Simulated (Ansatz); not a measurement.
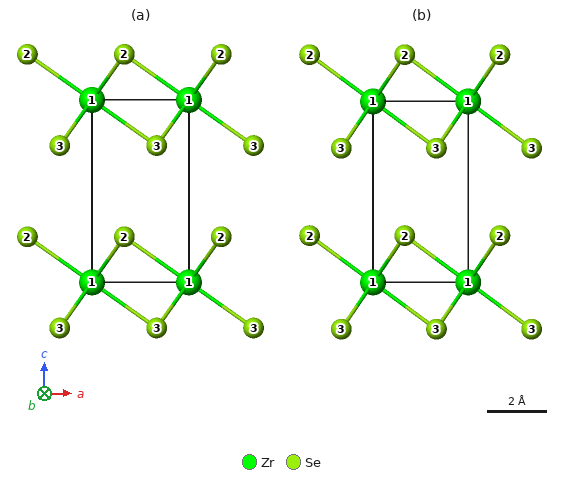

The structure of crystalline ZrSe₂ (set up in P-3m1) before (left) and after (right) a relaxation, at one scale.

A ball-and-stick model of the cell of the calculation, seen along the b axis.

Level of theory: DFT PBEsol, scalar-relativistic, plane waves, PAW in Ansatz. (plane-wave cutoff 420 eV; k-point mesh 12 × 12 × 6; occupations gaussian; smearing width 0.02 eV; no spin polarisation; cell and atoms relaxed; force threshold 0.005 eV/Å; at most 80 steps)

Question: What changed between the two?

Answer: The energy falls by 7.2 meV per atom in 3 accepted moves (5 points after the start). Largest force component: 0.087 eV/Å at the start, 0.00026 eV/Å at the end. Pressure: −1.23 GPa at the start and 0.00 GPa at the end. The line search rejected the trial step at point 1 of the run. The SCF was repeated once at an unchanged geometry on a basis and grid sized afresh for the cell, which shifted the energy by 0.1 meV per atom at most. The largest moves relative to the cell, 0.052 Å, are those of Se2 and Se3. Se3 goes along −c. Zr stays in place. Cell: a = b 3.798 → 3.729 Å (−1.8 %), c 6.192 → 6.141 Å (−0.8 %). Volume −4.4 %. Near-neighbour distances that change, for instance: Zr1–Se2 2.684 → 2.675 Å. The space group stays P-3m1 (No. 164). The run took 30 s on 2 threads of Arm Neoverse V2, with other jobs on the host, peak memory 0.49 GiB.
